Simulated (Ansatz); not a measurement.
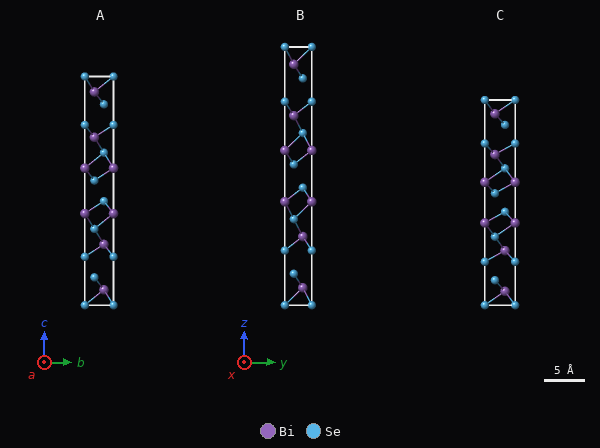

Solid Bi2Se3 (R-3m): the ratio of the cell's length along z to its lengths across, counted as 1 for the reference, is changed at fixed volume (a c/a path), with the atoms kept at their fractional coordinates. x, y and z are the Cartesian axes of the input. A ball-and-stick model of the conventional cell (3 times the calculation's cell), seen along the a axis. Lengths and directions refer to the drawn axes.

Computed with DFT PBEsol, scalar-relativistic, plane waves, PAW (Ansatz). (plane-wave cutoff 420 eV; k-point mesh 12 × 12 × 12; occupations gaussian; smearing width 0.03 eV; no spin polarisation). Energies (free energies at the smearing named) are counted from the cell as listed in its source, which wasn't relaxed.

Order these geometries by energy, lowest first.

Lowest first: A (the relative ratio 1.00, 0.0 meV/atom), C (the relative ratio 0.85, 53.5 meV/atom), B (the relative ratio 1.20, 90.5 meV/atom). Over the whole scan: the lowest computed point lies at the relative ratio 1.00 (0.0 meV/atom). The distortion keeps the space group R-3m. At the relative ratio 1.20 the cell of the drawing goes a 4.143 → 3.899 Å, b 4.143 → 3.899 Å, c 28.636 → 32.337 Å. The band gap on the mesh, 0.13 eV in the reference, closes at 0.85.
